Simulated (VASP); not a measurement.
# AgCl (Chlorargyrite): structure and properties in VASP, part 3 of 4

Aim: relax AgCl (Chlorargyrite), then compute properties on the relaxed cell. The start is a cell from a database of measured crystal structures.

VASP 6.6.1; SCAN; plane waves and PAW (Ag, Cl).

So far, gap on the k-mesh (eV): step 2 (relaxing cell and atoms (SCAN)) 1.41; step 6 (density of states (SCAN)) 1.33.

The database entry behind the starting cell differs from later determinations by our own check (an axis about 1.4 % short against later determinations), so it need not match the best structure at ambient conditions.

### 7. Volume scan with SCAN, volume scale 0.94

An equation of state needs energies on both sides of the minimum, all on one mesh and cutoff.

INCAR reads:

```
SYSTEM = AgCl
PREC = Accurate
ENCUT = 400
EDIFF = 1E-06
NELM = 100
ISMEAR = 0
SIGMA = 0.05
LREAL = .FALSE.
ALGO = Normal
METAGGA = SCAN
LASPH = .TRUE.
NBANDS = 15
LORBIT = 11
LWAVE = .FALSE.
LCHARG = .FALSE.
KPAR = 2
ISIF = 2
```

POSCAR reads:

```
AgCl
1.0
    0.0000000000      2.7015195601      2.7015195601
    2.7015195601      0.0000000000      2.7015195601
    2.7015195601      2.7015195601      0.0000000000
Ag Cl
1 1
Direct
    0.0000000000      0.0000000000      0.0000000000
    0.5000000000      0.5000000000      0.5000000000
```

KPOINTS reads:

```
Automatic mesh
0
Gamma
7 7 7
0 0 0
```

Potentials, in the order of the species: Ag and Cl (PBE family, release 64).

Command:

```console
$ mpirun -np 2 vasp_std
```

Log:

```text
[... set-up lines as in an earlier step ...]
 entering main loop
       N       E                     dE             d eps       ncg     rms          rms(c)
DAV:   1     0.442406483640E+02    0.44241E+02   -0.77332E+03   648   0.891E+02
DAV:   2    -0.428191633121E+02   -0.87060E+02   -0.80379E+02   754   0.209E+02
DAV:   3    -0.457219442407E+02   -0.29028E+01   -0.28980E+01   754   0.411E+01
DAV:   4    -0.457403549334E+02   -0.18411E-01   -0.18409E-01   754   0.360E+00
DAV:   5    -0.457405865194E+02   -0.23159E-03   -0.23158E-03   761   0.398E-01    0.843E+00
DAV:   6    -0.404846091338E+02    0.52560E+01   -0.52557E+00   600   0.253E+01    0.698E+00
DAV:   7    -0.404116222468E+02    0.72987E-01   -0.23796E-01   649   0.536E+00    0.426E+00
DAV:   8    -0.403958864265E+02    0.15736E-01   -0.14606E-01   670   0.481E+00    0.915E-01
DAV:   9    -0.403952793419E+02    0.60708E-03   -0.52074E-03   754   0.767E-01    0.450E-01
DAV:  10    -0.403936166927E+02    0.16626E-02   -0.19699E-03   684   0.546E-01    0.181E-01
DAV:  11    -0.403928395870E+02    0.77711E-03   -0.11155E-03   719   0.326E-01    0.451E-02
DAV:  12    -0.403928918895E+02   -0.52303E-04   -0.21442E-05   789   0.507E-02    0.275E-02
DAV:  13    -0.403929603575E+02   -0.68468E-04   -0.35900E-05   733   0.821E-02    0.109E-02
DAV:  14    -0.403929475565E+02    0.12801E-04   -0.27589E-06   677   0.257E-02    0.252E-03
DAV:  15    -0.403929465537E+02    0.10028E-05   -0.24854E-07   398   0.539E-03    0.830E-04
DAV:  16    -0.403929484623E+02   -0.19086E-05   -0.42104E-08   356   0.170E-03    0.583E-04
DAV:  17    -0.403929476827E+02    0.77963E-06   -0.13179E-08   384   0.143E-03
   1 F= -.40392948E+02 E0= -.40392948E+02  d E =-.173435E-10
```

Elapsed: 17 s, on 2 MPI ranks of Intel Xeon 6975P-C (Granite Rapids), shared host; peak memory 0.29 GiB.

Parts of OUTCAR (step 7):

```text
   ENCUT  =  400.0 eV  29.40 Ry    5.42 a.u.   6.23  6.23  6.23*2*pi/ulx,y,z

   NELECT =      18.0000    total number of electrons

 E-fermi :   4.6814

 k-point     1 :       0.0000    0.0000    0.0000
  band No.  band energies     occupation
    ...
      5       1.7824      2.00000
      6       1.7824      2.00000
      7       1.7827      2.00000
      8       1.8172      2.00000
      9       1.8172      2.00000
     10       5.9099      0.00000
     11      15.9164      0.00000
     12      15.9164      0.00000
     13      15.9164      0.00000
     14      17.2378      0.00000
    ...

  Total        0.9841714      0.9841714      0.9841714      0.0000000      0.0000000      0.0000000
  in kB       39.9877495     39.9877495     39.9877495      0.0000000      0.0000000      0.0000000
  external PRESSURE =      39.9877495 kB  Pullay stress =       0.0000000 kB

 POSITION                                       TOTAL-FORCE (eV/Angst)
 -----------------------------------------------------------------------------------
      0.00000      0.00000      0.00000        -0.000000      0.000000     -0.000000
      2.70152      2.70152      2.70152         0.000000     -0.000000      0.000000
 -----------------------------------------------------------------------------------
    total drift:                                0.000000      0.000000      0.000000

  FREE ENERGIE OF THE ION-ELECTRON SYSTEM (eV)
  ---------------------------------------------------
  free  energy   TOTEN  =       -40.3929476827 eV

  energy  without entropy=      -40.3929476827  energy(sigma->0) =      -40.39294768

[... 4 parts as in an earlier step ...]

[... 12 further parts left out ...]
```

The scan keeps the cell's shape and the fractional positions fixed.

Numbers from this step:

```
bands                          : 15
irreducible k-points           : 20
free energy (TOTEN)            : -40.39 eV
Fermi energy                   : 4.681 eV
pressure                       : 3.999 GPa
valence top at k               : 0.4286, 0, 0
least direct gap at k          : 0.1429, 0, 0
gap on the k-mesh              : 1.442 eV
least direct gap on the k-mesh : 3.983 eV
```

The pressure here is 4.00 GPa.

### 8. Volume scan with SCAN, volume scale 0.96

INCAR is that of step 7.

POSCAR reads:

```
AgCl
1.0
    0.0000000000      2.7205449725      2.7205449725
    2.7205449725      0.0000000000      2.7205449725
    2.7205449725      2.7205449725      0.0000000000
Ag Cl
1 1
Direct
    0.0000000000      0.0000000000      0.0000000000
    0.5000000000      0.5000000000      0.5000000000
```

KPOINTS is that of step 7.

Command:

```console
$ mpirun -np 2 vasp_std
```

Log:

```text
[... set-up lines as in an earlier step ...]
 entering main loop
       N       E                     dE             d eps       ncg     rms          rms(c)
DAV:   1     0.426745055705E+02    0.42675E+02   -0.75496E+03   648   0.878E+02
DAV:   2    -0.428200033389E+02   -0.85495E+02   -0.79027E+02   740   0.207E+02
DAV:   3    -0.457457288167E+02   -0.29257E+01   -0.29199E+01   754   0.407E+01
DAV:   4    -0.457647402375E+02   -0.19011E-01   -0.19010E-01   775   0.362E+00
DAV:   5    -0.457649883513E+02   -0.24811E-03   -0.24811E-03   754   0.398E-01    0.798E+00
DAV:   6    -0.405025818587E+02    0.52624E+01   -0.52842E+00   600   0.252E+01    0.677E+00
DAV:   7    -0.404302894741E+02    0.72292E-01   -0.23538E-01   656   0.530E+00    0.415E+00
DAV:   8    -0.404145283583E+02    0.15761E-01   -0.14749E-01   684   0.483E+00    0.897E-01
DAV:   9    -0.404144183794E+02    0.10998E-03   -0.57940E-03   747   0.763E-01    0.454E-01
DAV:  10    -0.404126532264E+02    0.17652E-02   -0.20277E-03   684   0.555E-01    0.183E-01
DAV:  11    -0.404117979091E+02    0.85532E-03   -0.12419E-03   712   0.346E-01    0.520E-02
DAV:  12    -0.404118548216E+02   -0.56912E-04   -0.26761E-05   789   0.583E-02    0.329E-02
DAV:  13    -0.404119408289E+02   -0.86007E-04   -0.50842E-05   761   0.978E-02    0.133E-02
DAV:  14    -0.404119252807E+02    0.15548E-04   -0.38936E-06   705   0.310E-02    0.311E-03
DAV:  15    -0.404119248271E+02    0.45364E-06   -0.35289E-07   419   0.626E-03
   1 F= -.40411925E+02 E0= -.40411925E+02  d E =-.610026E-15
```

Elapsed: 14 s, on 2 MPI ranks; peak memory 0.3 GiB.

OUTCAR, selected parts (step 8):

```text
   ENCUT  =  400.0 eV  29.40 Ry    5.42 a.u.   6.27  6.27  6.27*2*pi/ulx,y,z

   NELECT =      18.0000    total number of electrons

 E-fermi :   4.4476

 k-point     1 :       0.0000    0.0000    0.0000
  band No.  band energies     occupation
    ...
      5       1.5896      2.00000
      6       1.5896      2.00000
      7       1.5899      2.00000
      8       1.6271      2.00000
      9       1.6271      2.00000
     10       5.6102      0.00000
     11      15.6323      0.00000
     12      15.6323      0.00000
     13      15.6323      0.00000
     14      16.9684      0.00000
    ...

  Total        0.6246477      0.6246477      0.6246477      0.0000000      0.0000000      0.0000000
  in kB       24.8512381     24.8512381     24.8512381      0.0000000      0.0000000      0.0000000
  external PRESSURE =      24.8512381 kB  Pullay stress =       0.0000000 kB

 POSITION                                       TOTAL-FORCE (eV/Angst)
 -----------------------------------------------------------------------------------
      0.00000      0.00000      0.00000        -0.000000     -0.000000     -0.000000
      2.72054      2.72054      2.72054         0.000000      0.000000      0.000000
 -----------------------------------------------------------------------------------
    total drift:                                0.000000      0.000000      0.000000

  FREE ENERGIE OF THE ION-ELECTRON SYSTEM (eV)
  ---------------------------------------------------
  free  energy   TOTEN  =       -40.4119248271 eV

  energy  without entropy=      -40.4119248271  energy(sigma->0) =      -40.41192483

[... 4 parts as in an earlier step ...]

[... 12 further parts left out ...]
```

Numbers from this step:

```
SCF cycles                     : 15
free energy (TOTEN)            : -40.41 eV
Fermi energy                   : 4.448 eV
pressure                       : 2.485 GPa
gap on the k-mesh              : 1.429 eV
least direct gap on the k-mesh : 3.896 eV
```

The pressure falls from 4.00 to 2.49 GPa.

The run ends at a pressure of 2.49 GPa.

### 9. Volume scan with SCAN, volume scale 0.98

INCAR is that of step 8.

POSCAR reads:

```
AgCl
1.0
    0.0000000000      2.7393079446      2.7393079446
    2.7393079446      0.0000000000      2.7393079446
    2.7393079446      2.7393079446      0.0000000000
Ag Cl
1 1
Direct
    0.0000000000      0.0000000000      0.0000000000
    0.5000000000      0.5000000000      0.5000000000
```

KPOINTS is that of step 8.

Command:

```console
$ mpirun -np 2 vasp_std
```

Log:

```text
[... set-up lines as in an earlier step ...]
 entering main loop
       N       E                     dE             d eps       ncg     rms          rms(c)
DAV:   1     0.451947594608E+02    0.45195E+02   -0.76077E+03   632   0.885E+02
DAV:   2    -0.428803591991E+02   -0.88075E+02   -0.82360E+02   733   0.208E+02
DAV:   3    -0.457613559330E+02   -0.28810E+01   -0.28747E+01   754   0.408E+01
DAV:   4    -0.457805532017E+02   -0.19197E-01   -0.19196E-01   740   0.364E+00
[...]
DAV:  13    -0.404235206738E+02   -0.10960E-03   -0.73143E-05   705   0.117E-01    0.165E-02
DAV:  14    -0.404234975712E+02    0.23103E-04   -0.61048E-06   684   0.387E-02    0.366E-03
DAV:  15    -0.404234971134E+02    0.45781E-06   -0.46810E-07   419   0.722E-03
   1 F= -.40423497E+02 E0= -.40423497E+02  d E =-.190105E-19
```

Wall time 14 s (2 MPI ranks); peak memory 0.29 GiB.

Parts of OUTCAR (step 9):

```text
  Total        0.2862686      0.2862686      0.2862686      0.0000000      0.0000000     -0.0000000
  in kB       11.1565948     11.1565948     11.1565948      0.0000000      0.0000000     -0.0000000
  external PRESSURE =      11.1565948 kB  Pullay stress =       0.0000000 kB

 POSITION                                       TOTAL-FORCE (eV/Angst)
 -----------------------------------------------------------------------------------
      0.00000      0.00000      0.00000        -0.000000      0.000000     -0.000000
      2.73931      2.73931      2.73931         0.000000     -0.000000      0.000000
 -----------------------------------------------------------------------------------
    total drift:                                0.000000      0.000000      0.000000

  FREE ENERGIE OF THE ION-ELECTRON SYSTEM (eV)
  ---------------------------------------------------
  free  energy   TOTEN  =       -40.4234971134 eV

  energy  without entropy=      -40.4234971134  energy(sigma->0) =      -40.42349711

[... 1 part as in an earlier step ...]

[... 2 further parts left out ...]
[key lines of the parts left out:]
E-fermi :   4.2178
```

The pressure falls from 2.49 to 1.12 GPa.

The run ends at a pressure of 1.12 GPa.

### 10. Volume scan with SCAN, volume scale 1

INCAR is that of step 9.

POSCAR reads:

```
AgCl
1.0
    0.0000000000      2.7578173435      2.7578173435
    2.7578173435      0.0000000000      2.7578173435
    2.7578173435      2.7578173435      0.0000000000
Ag Cl
1 1
Direct
    0.0000000000      0.0000000000      0.0000000000
    0.5000000000      0.5000000000      0.5000000000
```

KPOINTS is that of step 9.

Command:

```console
$ mpirun -np 2 vasp_std
```

Log:

```text
[... set-up lines as in an earlier step ...]
 entering main loop
       N       E                     dE             d eps       ncg     rms          rms(c)
[... 15 cycles as in an earlier step ...]
   1 F= -.40428575E+02 E0= -.40428575E+02  d E =-.255557E-13
```

Run time: 14 s. Hardware: 2 MPI ranks; peak memory 0.29 GiB; 26 s of CPU time.

From OUTCAR (step 10):

```text
[... 6 parts as in an earlier step ...]

[... 1 further part left out ...]
[key lines of the parts left out:]
E-fermi :   3.8910
```

The pressure falls from 1.12 to -0.01 GPa.

The run ends at a pressure of -0.01 GPa.

### 11. Volume scan with SCAN, volume scale 1.02

INCAR is that of step 10.

POSCAR reads:

```
AgCl
1.0
    0.0000000000      2.7760815668      2.7760815668
    2.7760815668      0.0000000000      2.7760815668
    2.7760815668      2.7760815668      0.0000000000
Ag Cl
1 1
Direct
    0.0000000000      0.0000000000      0.0000000000
    0.5000000000      0.5000000000      0.5000000000
```

KPOINTS is that of step 10.

Command:

```console
$ mpirun -np 2 vasp_std
```

Log:

```text
[... set-up lines as in an earlier step ...]
 entering main loop
       N       E                     dE             d eps       ncg     rms          rms(c)
DAV:   1     0.493802759988E+02    0.49380E+02   -0.75087E+03   624   0.884E+02
DAV:   2    -0.426185771678E+02   -0.91999E+02   -0.85047E+02   754   0.212E+02
DAV:   3    -0.457659607102E+02   -0.31474E+01   -0.31406E+01   712   0.426E+01
DAV:   4    -0.457879562189E+02   -0.21996E-01   -0.21994E-01   789   0.386E+00
[...]
DAV:  13    -0.404279550785E+02   -0.13875E-03   -0.10668E-04   712   0.140E-01    0.192E-02
DAV:  14    -0.404279252725E+02    0.29806E-04   -0.86530E-06   719   0.462E-02    0.419E-03
DAV:  15    -0.404279258826E+02   -0.61004E-06   -0.61799E-07   454   0.812E-03
   1 F= -.40427926E+02 E0= -.40427926E+02  d E =-.431536E-18
```

Elapsed: 14 s, on 2 MPI ranks; peak memory 0.3 GiB; 26 s of CPU time.

From OUTCAR (step 11):

```text
  Total       -0.2767659     -0.2767659     -0.2767659      0.0000000      0.0000000      0.0000000
  in kB      -10.3632636    -10.3632636    -10.3632636      0.0000000      0.0000000      0.0000000
  external PRESSURE =     -10.3632636 kB  Pullay stress =       0.0000000 kB

 POSITION                                       TOTAL-FORCE (eV/Angst)
 -----------------------------------------------------------------------------------
      0.00000      0.00000      0.00000         0.000000      0.000000      0.000000
      2.77608      2.77608      2.77608        -0.000000     -0.000000     -0.000000
 -----------------------------------------------------------------------------------
    total drift:                                0.000000      0.000000      0.000000

  FREE ENERGIE OF THE ION-ELECTRON SYSTEM (eV)
  ---------------------------------------------------
  free  energy   TOTEN  =       -40.4279258826 eV

  energy  without entropy=      -40.4279258826  energy(sigma->0) =      -40.42792588

[... 1 part as in an earlier step ...]

[... 2 further parts left out ...]
[key lines of the parts left out:]
E-fermi :   3.6878
```

The pressure falls from -0.01 to -1.04 GPa.

The run ends at a pressure of -1.04 GPa.

### 12. Volume scan with SCAN, volume scale 1.04

INCAR is that of step 11.

POSCAR reads:

```
AgCl
1.0
    0.0000000000      2.7941085756      2.7941085756
    2.7941085756      0.0000000000      2.7941085756
    2.7941085756      2.7941085756      0.0000000000
Ag Cl
1 1
Direct
    0.0000000000      0.0000000000      0.0000000000
    0.5000000000      0.5000000000      0.5000000000
```

KPOINTS is that of step 11.

Command:

```console
$ mpirun -np 2 vasp_std
```

Log:

```text
[... set-up lines as in an earlier step ...]
 entering main loop
       N       E                     dE             d eps       ncg     rms          rms(c)
DAV:   1     0.425842006287E+02    0.42584E+02   -0.77833E+03   640   0.883E+02
DAV:   2    -0.429438085601E+02   -0.85528E+02   -0.78400E+02   691   0.206E+02
DAV:   3    -0.457645633553E+02   -0.28208E+01   -0.28141E+01   761   0.404E+01
DAV:   4    -0.457828527581E+02   -0.18289E-01   -0.18288E-01   754   0.355E+00
[...]
DAV:  13    -0.404221100611E+02   -0.14742E-03   -0.11598E-04   691   0.144E-01    0.189E-02
DAV:  14    -0.404220802981E+02    0.29763E-04   -0.85953E-06   691   0.462E-02    0.423E-03
DAV:  15    -0.404220810304E+02   -0.73233E-06   -0.65097E-07   440   0.823E-03
   1 F= -.40422081E+02 E0= -.40422081E+02  d E =-.102982E-19
```

Wall time 15 s (2 MPI ranks); peak memory 0.29 GiB.

OUTCAR, selected parts (step 12):

```text
  Total       -0.5415628     -0.5415628     -0.5415628      0.0000000      0.0000000     -0.0000000
  in kB      -19.8883870    -19.8883870    -19.8883870      0.0000000      0.0000000     -0.0000000
  external PRESSURE =     -19.8883870 kB  Pullay stress =       0.0000000 kB

 POSITION                                       TOTAL-FORCE (eV/Angst)
 -----------------------------------------------------------------------------------
      0.00000      0.00000      0.00000         0.000000      0.000000      0.000000
      2.79411      2.79411      2.79411        -0.000000     -0.000000     -0.000000
 -----------------------------------------------------------------------------------
    total drift:                                0.000000      0.000000      0.000000

  FREE ENERGIE OF THE ION-ELECTRON SYSTEM (eV)
  ---------------------------------------------------
  free  energy   TOTEN  =       -40.4220810304 eV

  energy  without entropy=      -40.4220810304  energy(sigma->0) =      -40.42208103

[... 1 part as in an earlier step ...]

[... 2 further parts left out ...]
[key lines of the parts left out:]
E-fermi :   3.4586
```

The pressure falls from -1.04 to -1.99 GPa.

The run ends at a pressure of -1.99 GPa.

### 13. Volume scan with SCAN, volume scale 1.06

A prediction first. A parabola through the 6 pressures of evenly scaled cells so far, P = -0.03 -55.4 t +153 t² GPa with t = ln(V/V₁) and V₁ the volume at scale 1, gives -2.74 GPa at t = +0.0583.

INCAR is that of step 12.

POSCAR reads:

```
AgCl
1.0
    0.0000000000      2.8119059253      2.8119059253
    2.8119059253      0.0000000000      2.8119059253
    2.8119059253      2.8119059253      0.0000000000
Ag Cl
1 1
Direct
    0.0000000000      0.0000000000      0.0000000000
    0.5000000000      0.5000000000      0.5000000000
```

KPOINTS is that of step 12.

Command:

```console
$ mpirun -np 2 vasp_std
```

Log:

```text
[... set-up lines as in an earlier step ...]
 entering main loop
       N       E                     dE             d eps       ncg     rms          rms(c)
DAV:   1     0.451845306690E+02    0.45185E+02   -0.75255E+03   631   0.878E+02
DAV:   2    -0.427757527751E+02   -0.87960E+02   -0.82384E+02   698   0.205E+02
DAV:   3    -0.457545799662E+02   -0.29788E+01   -0.29688E+01   761   0.410E+01
DAV:   4    -0.457741195940E+02   -0.19540E-01   -0.19538E-01   726   0.359E+00
[...]
DAV:  13    -0.404115925739E+02   -0.14801E-03   -0.12223E-04   705   0.147E-01    0.189E-02
DAV:  14    -0.404115652679E+02    0.27306E-04   -0.81888E-06   726   0.447E-02    0.465E-03
DAV:  15    -0.404115659211E+02   -0.65316E-06   -0.63981E-07   419   0.853E-03
   1 F= -.40411566E+02 E0= -.40411566E+02  d E =-.885527E-14
```

Run time: 15 s. Hardware: 2 MPI ranks; peak memory 0.29 GiB.

Parts of OUTCAR (step 13):

```text
  Total       -0.7736602     -0.7736602     -0.7736602      0.0000000     -0.0000000      0.0000000
  in kB      -27.8758749    -27.8758749    -27.8758749      0.0000000     -0.0000000      0.0000000
  external PRESSURE =     -27.8758749 kB  Pullay stress =       0.0000000 kB

 POSITION                                       TOTAL-FORCE (eV/Angst)
 -----------------------------------------------------------------------------------
      0.00000      0.00000      0.00000         0.000000      0.000000      0.000000
      2.81191      2.81191      2.81191        -0.000000     -0.000000     -0.000000
 -----------------------------------------------------------------------------------
    total drift:                                0.000000      0.000000      0.000000

  FREE ENERGIE OF THE ION-ELECTRON SYSTEM (eV)
  ---------------------------------------------------
  free  energy   TOTEN  =       -40.4115659211 eV

  energy  without entropy=      -40.4115659211  energy(sigma->0) =      -40.41156592

[... 1 part as in an earlier step ...]

[... 2 further parts left out ...]
[key lines of the parts left out:]
E-fermi :   3.1631
```

The pressure falls from -1.99 to -2.79 GPa. The parabola predicted -2.74 GPa, +0.05 GPa off.

### 14. The series together

Times are for 2 MPI ranks of Intel Xeon 6975P-C (Granite Rapids), shared host. The runs compared:

```
no.  volume scale  energy above the lowest point (meV/atom)  pressure (GPa)  gap on the k-mesh (eV)  time  memory (GiB)
  1          0.94                                     17.81           3.999                   1.442  17 s          0.29
  2          0.96                                      8.32           2.485                   1.429  14 s           0.3
  3          0.98                                      2.54           1.116                   1.419  14 s          0.29
  4             1                                         0       -0.007552                   1.412  14 s          0.29
  5          1.02                                      0.32          -1.036                   1.408  14 s           0.3
  6          1.04                                      3.25          -1.989                   1.406  15 s          0.29
  7          1.06                                       8.5          -2.788                   1.407  15 s          0.29
```

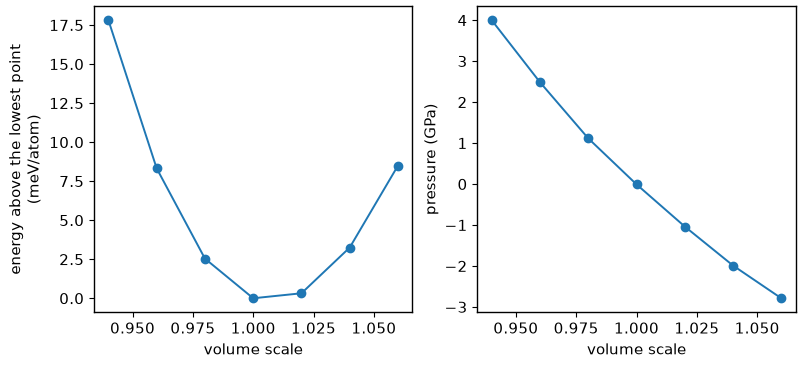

The series as plots.

(Part 3 of 4 ends here.)

[Lines on the potential files, build, host, timing and source positions are cut from VASP's logs without a mark.]

[Logs are printed without paths, hosts, clocks, repeated set-up lines and the standing remarks that a program may print on its own settings, such as how far it seeks lower states.]

[Hosts, paths, dates, database ids (printed as entryN), source tags and the programs' standing remarks are cut or masked in the printed files.]

[A measured line is paired with the nearest computed mode of its activity, which favours agreement.]
